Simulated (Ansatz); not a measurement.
# Formation energy and levels of the complex V_N-Cd_Al in AlN (P6_3mc), part 2 of 2

Aim: at which Fermi levels does V_N-Cd_Al in AlN (P6_3mc) change its charge? The model is a cell of 72 host atoms with 1 site emptied and Cd put on another atom's site.

Ansatz; place-levels on r2SCAN runs: charge-transition levels and formation energies with image-charge correction and potential alignment at the atomic sites; PAW set soft_1.

So far: The structure; What was run first.

### Step 3. Placing the levels, r2SCAN

A charged cell interacts with its images and the background, and its potential has another zero than the host's. place-levels removes the first by a point-charge model, screened by the static dielectric constant since the ions have relaxed around the charge, and the second by comparing potentials at atoms far from the defect.

The host is a run of the defect-free crystal in the same cutoffs, grids and k-points, so that basis and sampling errors cancel in part in the differences. The host is run in a cell of 8 atoms on a matching mesh. Its band edges are searched through the zone by a band path, so the gap is smaller than, or equal to, that on the mesh. Chemical potentials are energies per atom of N (N2 molecule), Al (fcc) and Cd (hcp), run with the same functional and cutoff.

levels.point.yaml reads:

```yaml
host:
  run: host.point.run
states: [qm1_M1.point.run, q0.point.run, q0_M2.point.run, qp1_M1.point.run, qp2.point.run, qp2_M2.point.run, qp3_M1.point.run]
geometry_from:
  qm1_M1.point.run: qm1_M1.relax.run
  q0.point.run: q0.relax.run
  q0_M2.point.run: q0_M2.relax.run
  qp1_M1.point.run: qp1_M1.relax.run
  qp2.point.run: qp2.relax.run
  qp2_M2.point.run: qp2_M2.relax.run
  qp3_M1.point.run: qp3_M1.relax.run
  host.point.run: host.relax.run
chemical_potentials:
  "N":
    energy: -384.814403
    dataset: "<sha256 of the dataset>"
  Al:
    energy: -540.418346
    dataset: <sha256 of the dataset>
  Cd:
    energy: -8268.253598
    dataset: "<sha256 of the dataset>"
epsilon: [4.49, 4.49, 4.72]
static_epsilon: [8.15, 8.15, 9.65]
vertical:
  - { from: qm1_M1.point.run, to: qm1_M1.point_neutral.run }
  - { from: qp1_M1.point.run, to: qp1_M1.point_neutral.run }
  - { from: qp2.point.run, to: qp2.point_neutral.run }
  - { from: qp2_M2.point.run, to: qp2_M2.point_neutral.run }
  - { from: qp3_M1.point.run, to: qp3_M1.point_neutral.run }
```

On the command line:

```
> ansatz place-levels levels.point.yaml -- --threads 8 --pin off --max-ram 15073MiB
```

What it wrote:

```text
[... repeated set-up lines and file paths are left out, and long positions are rounded to six places ...]
(+3/+2) 0.055 eV beneath the valence edge (-0.660 eV without the band-filling correction), in the valence band
(+2/+1) 0.171 eV above the valence edge, 4.707 eV under the conduction edge
(+1/0) 0.585 eV above the valence edge, 4.292 eV under the conduction edge
(0/-1) 4.298 eV above the valence edge, 0.579 eV under the conduction edge
formation energy of charge +3: +6.973 eV with the Fermi level at the valence edge
formation energy of charge +2: +6.918 eV with the Fermi level at the valence edge
formation energy of charge +1: +7.089 eV with the Fermi level at the valence edge
formation energy of charge 0: +7.675 eV with the Fermi level at the valence edge
formation energy of charge -1: +11.973 eV with the Fermi level at the valence edge
vertical -1 to 0: no energy, since no alignment is typed
  the change from vertical[0].from (qm1_M1.point.run) to vertical[0].to (qm1_M1.point_neutral.run): by its potential at epsilon [4.49, 4.49, 4.72] it stands at 0.550 0.447 0.443, with an rms radius of about 2.1 Å (0.9 1.2 1.4 Å across the planes of the cell's [...]
vertical +1 to 0: no energy, since no alignment is typed
  the change from vertical[1].from (qp1_M1.point.run) to vertical[1].to (qp1_M1.point_neutral.run): by its potential at epsilon [4.49, 4.49, 4.72] it stands at 0.570 0.467 0.471, with an rms radius of about 1.6 Å (1.0 0.9 0.9 Å across the planes of the cell's [...]
vertical +2 to 0: no energy, since no alignment is typed
  the change from vertical[2].from (qp2.point.run) to vertical[2].to (qp2.point_neutral.run): by its potential at epsilon [4.49, 4.49, 4.72] it stands at 0.564 0.465 0.475, with an rms radius of about 1.5 Å (1.0 0.9 0.7 Å across the planes of the cell's [...]
vertical +2 to 0: no energy, since no alignment is typed
  the change from vertical[3].from (qp2_M2.point.run) to vertical[3].to (qp2_M2.point_neutral.run): by its potential at epsilon [4.49, 4.49, 4.72] it stands at 0.704 0.508 0.497, with an rms radius of about 2.4 Å (1.4 1.1 1.6 Å across the planes of the cell's [...]
vertical +3 to 0: no energy, since no alignment is typed
  the change from vertical[4].from (qp3_M1.point.run) to vertical[4].to (qp3_M1.point_neutral.run): by its potential at epsilon [4.49, 4.49, 4.72] it stands at 0.646 0.491 0.483, with an rms radius of about 2.2 Å (1.5 1.1 1.3 Å across the planes of the cell's [...]
  edges by r2scan, gap 4.878 eV; the host is sampled to repeats of 18.64 Å
  the defect's cells are sampled to repeats of 18.64 Å, like sampling
  charge +3: -40781.7090 eV with its correction of +2.576 eV, at epsilon [8.15, 8.15, 9.65], aligned at sites: +0.0702 eV, mean over 32 atomic sites at or beyond 4.66 Å from the defect at [0.6667, 0.5000, 0.4700], with +0.037468 for the charge's moments and [...]
  charge +2: -40775.4510 eV with its correction of +1.576 eV, at epsilon [8.15, 8.15, 9.65], aligned at sites: +0.1182 eV, mean over 32 atomic sites at or beyond 4.66 Å from the defect at [0.6667, 0.5000, 0.4700], with +0.031184 for the charge's moments and [...]
  charge +1: -40768.3617 eV with its correction of +0.597 eV, at epsilon [8.15, 8.15, 9.65], aligned at sites: +0.1420 eV, mean over 32 atomic sites at or beyond 4.66 Å from the defect at [0.6667, 0.5000, 0.4700], with +0.029362 for the charge's moments and [...]
  charge 0: +0.082 eV for its dipole among its images, +0.000 omitted
  charge -1: -40749.6416 eV with its correction of +0.059 eV, at epsilon [8.15, 8.15, 9.65], aligned at sites: +0.2035 eV, mean over 32 atomic sites at or beyond 4.66 Å from the defect at [0.6667, 0.5000, 0.4700], with +0.000000 for the charge's moments and [...]
  charge +2: states[5] (qp2_M2.point.run) stands 0.352 eV higher, with a moment of 2.00 μB against 0.00
  charge 0: states[2] (q0_M2.point.run) stands 3.110 eV higher, with a moment of 2.00 μB against 0.00
  of states[6] (qp3_M1.point.run): it parts from the run at its places by a charge that spreads by about 1.5 Å along one vector (1.4 Å or more is wide), by its potential at epsilon [4.49, 4.49, 4.72], taken for that of held ions (one typed too small widens [...]
  of states[4] (qp2.point.run): it parts from the run that its charge is read beside by 2 carriers, of which the mean alone is read, by its potential at epsilon [4.49, 4.49, 4.72], taken for that of held ions (one typed too small widens it): that is narrow, [...]
  of states[3] (qp1_M1.point.run): the far atoms show a dipole or second moment of the defect's charge, for which the correction takes or leaves out 0.221 eV: further moments aren't read, and the relaxed atoms' own pattern can pass for one, so compare a [...]
  of states[1] (q0.point.run): the far atoms show a dipole or second moment of the defect's charge, for which the correction takes or leaves out 0.082 eV: further moments aren't read, and the relaxed atoms' own pattern can pass for one, so compare a larger [...]
  of states[0] (qm1_M1.point.run): stability_check_not_made
  of states[5] (qp2_M2.point.run): it parts from the run at its places by a charge that spreads by about 1.4 Å along one vector (1.4 Å or more is wide), by its potential at epsilon [4.49, 4.49, 4.72], taken for that of held ions (one typed too small widens [...]
  of states[2] (q0_M2.point.run): the far atoms show a dipole or second moment of the defect's charge, for which the correction takes or leaves out 0.068 eV: further moments aren't read, and the relaxed atoms' own pattern can pass for one, so compare a larger [...]
  of vertical[0].from (qm1_M1.point.run): stability_check_not_made
  of vertical[1].from (qp1_M1.point.run): stability_check_not_made
  of vertical[2].from (qp2.point.run): it parts from the run that its charge is read beside by 2 carriers, of which the mean alone is read, by its potential at epsilon [4.49, 4.49, 4.72], taken for that of held ions (one typed too small widens it): that is [...]
  of vertical[3].from (qp2_M2.point.run): its moments are held at its close (magnetization.spin_locking), by a field of 0.020 eV a Bohr magneton, and its energy and levels are of the state that this holds: a run that lets them go can end lower; [...]
  of vertical[4].from (qp3_M1.point.run): stability_check_not_made; [...]
```

Wall time 0.63 s (8 threads of Arm Neoverse V2, shared host).

Levels between the charges placed, in eV above the valence top:

|  | gap (eV) | (+3/+2) | (+2/+1) | (+1/0) | (0/−1) |
| --- | --- | --- | --- | --- | --- |
| r2SCAN | 4.88 | -0.06 | 0.17 | 0.59 | 4.30 |

Corrections by state:

| charge | moment (μB) | image terms and alignment (eV) | band filling (eV) | ε used | over the lowest of its charge, as the program ranks them, band filling apart (eV) |
| --- | --- | --- | --- | --- | --- |
| +3 | 1.0 | 2.576 | -0.605 | principal values (8.15, 8.15, 9.65) | 0.000 |
| +2 | 0.0 | 1.576 | - | principal values (8.15, 8.15, 9.65) | 0.000 |
| +1 | 1.0 | 0.597 | - | principal values (8.15, 8.15, 9.65) | 0.000 |
| 0 | 0.0 | 0.082 | - | - | 0.000 |
| −1 | 1.0 | 0.059 | - | principal values (8.15, 8.15, 9.65) | 0.000 |
| +2 | 2.0 | 1.259 | - | principal values (8.15, 8.15, 9.65) | 0.352 |
| 0 | 2.0 | 0.000 | - | - | 3.110 |

The charged structures listed were also run neutral, and place-levels reads from each pair, by the potential or the spins, how wide the charge is by which they differ; that can be the carrier of either run.

```csv
charge,rms radius (Å),spread where it is widest against the cell (Å),wide from (Å),reading
+3,2.2,1.45,1.40,wide
+2,1.5,1.01,1.40,narrow
+1,1.6,1.04,1.40,narrow
−1,2.1,1.24,1.40,narrow
```

The neutral runs of these pairs need not share the spin of the lowest neutral state, and very wide values only mean spread over the cell.

From the program's caveats on the states, each cut to its opening words:

- charge +3 (1 μB): it parts from the run at its places by a charge that spreads by about 1.5 Å along one vector (1.4 Å or more is wide), by its potential at epsilon [4.49, 4.49, [...]
- charge +3 (1 μB): a band-filling correction moves a carrier to the host's band edge, which changes its energy by -0.605 eV
- charge +3 (1 μB): its alignment with the host at atomic sites is doubtful: the mean over the far sites moves by -0.0863 eV from their farther parts to their nearer, more than [...]
- charge +3 (1 μB): the far atoms show a dipole or second moment of the defect's charge, for which the correction takes or leaves out 0.112 eV: further moments aren't read, and [...]
- charge +3 (1 μB), +1 (1 μB), −1 (1 μB), +2 (2 μB), 0 (2 μB): flagged: stability check not made
- charge +2: it parts from the run that its charge is read beside by 2 carriers, of which the mean alone is read, by its potential at epsilon [4.49, 4.49, 4.72], taken for [...]
- charge +2: its alignment with the host at atomic sites is doubtful: the mean over the far sites moves by -0.0588 eV from their farther parts to their nearer, more than [...]
- charge +2: the far atoms show a dipole or second moment of the defect's charge, for which the correction takes or leaves out 0.351 eV: further moments aren't read, and [...]
- charge +1 (1 μB): the far atoms show a dipole or second moment of the defect's charge, for which the correction takes or leaves out 0.221 eV: further moments aren't read, and [...]
- charge 0: the far atoms show a dipole or second moment of the defect's charge, for which the correction takes or leaves out 0.082 eV: further moments aren't read, and [...]
- charge +2 (2 μB): it parts from the run at its places by a charge that spreads by about 1.4 Å along one vector (1.4 Å or more is wide), by its potential at epsilon [4.49, 4.49, [...]
- charge +2 (2 μB): its alignment with the host at atomic sites is doubtful: the mean over the far sites moves by -0.0688 eV from their farther parts to their nearer, more than [...]
- charge +2 (2 μB), 0 (2 μB): the far atoms show a dipole or second moment of the defect's charge, for which the correction takes or leaves out 0.068 eV: further moments aren't read, and [...]
- charge +2 (2 μB): its moments are held at its close (magnetization.spin_locking), by a field of 0.020 eV a Bohr magneton, and its energy and levels are of the state that this [...]

The host's formation energy from the elements is -1.627 eV per atom; it sets how far the chemical potentials can move.

Limit set by the element alone; other compounds of these elements are not counted. Chemical potentials from the elements' reference states: Al 0.00 eV, N -3.25 eV, Cd 0.00 eV. Formation energies (Al-rich), with the Fermi level at the valence top and at the conduction bottom (gap 4.88 eV):

```csv
charge,at valence top (eV),at conduction bottom (eV),correction included (eV)
+3,3.72,18.35,1.97
+2,3.66,13.42,1.58
+1,3.84,8.71,0.60
0,4.42,4.42,0.08
−1,8.72,3.84,0.06
```

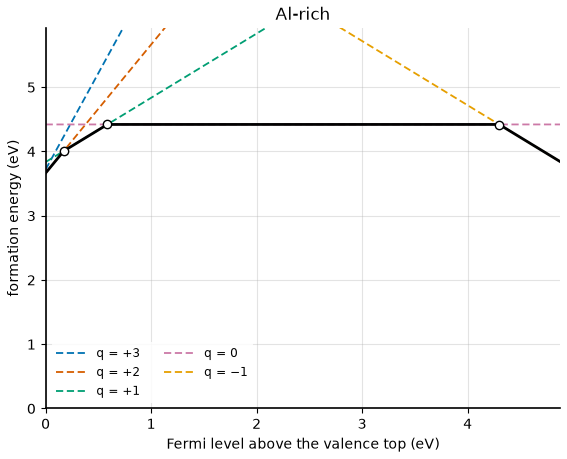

Formation energy against Fermi level; the thick line follows the lowest charge state and circles mark the transition levels.

Limit set by the element alone; other compounds of these elements are not counted. Chemical potentials from the elements' reference states: N 0.00 eV, Al -3.25 eV, Cd 0.00 eV. Formation energy by charge state (N-rich; gap 4.88 eV):

```csv
charge,at valence top (eV),at conduction bottom (eV),correction included (eV)
+3,3.72,18.35,1.97
+2,3.66,13.42,1.58
+1,3.84,8.71,0.60
0,4.42,4.42,0.08
−1,8.72,3.84,0.06
```

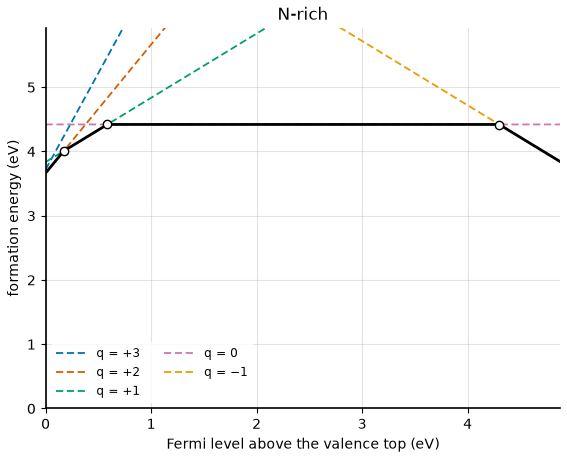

Formation energy against Fermi level; the thick line follows the lowest charge state and circles mark the transition levels.

### Step 4. Effect of the sampling

The relaxations' own energies give the levels at their sampling, for comparison.

levels.relax_mesh.yaml reads:

```yaml
host:
  run: host.relax.run
states: [qm1_M1.relax.run, q0.relax.run, q0_M2.relax.run, qp1_M1.relax.run, qp2.relax.run, qp2_M2.relax.run, qp3_M1.relax.run]
chemical_potentials:
  "N":
    energy: -384.814403
    dataset: "<sha256 of the dataset>"
  Al:
    energy: -540.418346
    dataset: <sha256 of the dataset>
  Cd:
    energy: -8268.253598
    dataset: "<sha256 of the dataset>"
```

On the command line:

```
> ansatz place-levels levels.relax_mesh.yaml -- --threads 8 --pin off --max-ram 15073MiB
```

What it wrote:

```text
[...]
(+2/+1) 0.260 eV above the valence edge, 4.626 eV under the conduction edge
(+1/0) 0.661 eV above the valence edge, 4.224 eV under the conduction edge
(0/-1) 4.279 eV above the valence edge, 0.607 eV under the conduction edge
formation energy of charge +3: +7.038 eV with the Fermi level at the valence edge
formation energy of charge +2: +6.983 eV with the Fermi level at the valence edge
formation energy of charge +1: +7.243 eV with the Fermi level at the valence edge
formation energy of charge 0: +7.904 eV with the Fermi level at the valence edge
formation energy of charge -1: +12.183 eV with the Fermi level at the valence edge
  edges by r2scan, gap 4.886 eV; the host is sampled to repeats of 13.64 Å
[... the lines on each state left out ...]
```

Run time: 0.18 s. Hardware: 8 threads.

Levels between neighbouring charges, in eV above the valence top:

```csv
,gap (eV),(+3/+2),(+2/+1),(+1/0),(0/−1)
"one point at (¼, ¼, ¼)",4.89,-0.06,0.26,0.66,4.28
a 2×2×2 shifted mesh,4.88,-0.06,0.17,0.59,4.30
```

Going from one point at (¼, ¼, ¼) to a 2×2×2 shifted mesh moves the levels that carry no band-filling term by up to 0.09 eV and formation energies against the elements by up to 0.23 eV; band-filling terms, which differ between samplings, are in these energies.

### Step 5. Results

```json
{"gap of the host": "4.88 eV (r2SCAN)", "level (plus 3/plus 2)": "0.06 eV below the valence top (-0.66 eV above the valence top without the band-filling term)", "level (plus 2/plus 1)": "0.17 eV above the valence top", "level (plus 1/0)": "0.59 eV above the valence top", "level (0/minus 1)": "4.30 eV above the valence top", "lowest of the charges placed, just above the valence top (0.02 eV)": "+2", "lowest of the charges placed, just below the conduction bottom (0.02 eV)": "−1", "lowest formation energy at mid-gap of the charges run, Al-rich": "4.42 eV", "lowest formation energy at mid-gap of the charges run, N-rich": "4.42 eV"}
```

**Reading.** Of the charges placed (−1, 0, +1, +2 and +3), the lowest changes at 0.17 eV (+2/+1), 0.59 eV (+1/0) and 4.30 eV (0/−1) above the valence top, in a gap of 4.88 eV. (+2/+1) lies nearer to a band edge than the share of the finite-size correction in it (0.98 eV), and that correction holds for a localised charge alone. Charges below −1 were not placed, so these runs say nothing of levels that involve them. States placed: +3 at 1 μB; +2 at 0 μB and 2 μB; +1 at 1 μB; 0 at 0 μB and 2 μB; −1 at 1 μB. Other spin states or structures, where not listed, weren't placed. The program finds carriers beyond a band edge of the host and adds a band-filling term at charge +3 (-0.60 eV); steps to such a charge show no bound level, and a defect level inside a band would be read the same way. Corrections reach 2.6 eV, so the cell is small for these charges and their levels are rough. Cd is taken at its element; compounds, which aren't counted here, bound the chemical potentials and would shift these formation energies. Going from one point at (¼, ¼, ¼) to a 2×2×2 shifted mesh moves the levels that carry no band-filling term by up to 0.09 eV and formation energies against the elements by up to 0.23 eV; band-filling terms, which differ between samplings, are in these energies. The program doubts the alignment of potentials for at least one state, a sign that the cell is small. Keep in mind: r2SCAN makes the gap too small and tends to spread out bound carriers; where a gas molecule sets a chemical potential or the host's formation energy, its binding is uncorrected; spin–orbit coupling, which can matter with heavy atoms, is left out; force components of up to 0.13 eV/Å remain in a run at the final settings.

[Logs are printed without paths, hosts, clocks, repeated set-up lines and the standing remarks that a program may print on its own settings, such as how far it seeks lower states.]

[Hosts, paths, dates, database ids (printed as entryN), source tags and the programs' standing remarks are cut or masked in the printed files.]

[Where a table of states has a column of steps, it counts the stored structures, which are thinned; the runs took as many ionic steps or more.]

[A defect's name tells the site on which it was built; relaxed atoms can leave that site.]

[For some hosts the program warned that the k-mesh of the response run may be too coarse for force constants and the static dielectric constant; such warnings are not shown here.]
